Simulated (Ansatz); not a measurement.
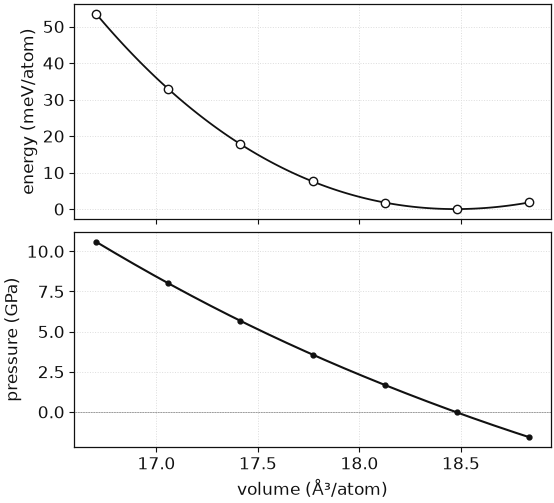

Plotted: energy and pressure against volume for SnO, space group P4/nmm (No. 129).

Starting cell:
```yaml
crystal:
  lattice:
    - [3.81370, 0.00000, 0.00000]
    - [0.00000, 3.81370, 0.00000]
    - [0.00000, 0.00000, 4.88691]
  atoms:
    - { symbol: Sn, position: [0.50000, 0.00000, 0.76463] }
    - { symbol: Sn, position: [0.00000, 0.50000, 0.23537] }
    - { symbol: O, position: [0.00000, 0.00000, 0.00000] }
    - { symbol: O, position: [0.50000, 0.50000, 0.00000] }
```

Method: plane-wave DFT, no spin polarisation; energies at scaled volumes of the given cell, shape and fractions fixed, counted from the fit's minimum, third-order Birch-Murnaghan fit (Ansatz 0.2.0). Level: PBE.

- k mesh: 7×7×6
- occupations: Fermi–Dirac
- smearing width: 0.05 eV
- potentials: Ansatz PAW earlier set
- wave cutoff: 930 eV
- density cutoff: 4650 eV

> Give the fitted equation-of-state parameters.

A third-order Birch–Murnaghan fit gives V0 = 18.47 Å³/atom, B0 = 84.5 GPa and B′ = 4.3.

> What does the pressure do across the range?

It falls from 10.59 GPa at volume 16.70 Å³/atom to −1.57 GPa at 18.84 Å³/atom, and changes sign near 18.47 Å³/atom.

Note: shape and atomic fractions are frozen while scaling, which makes layered, chain and framework solids too stiff.
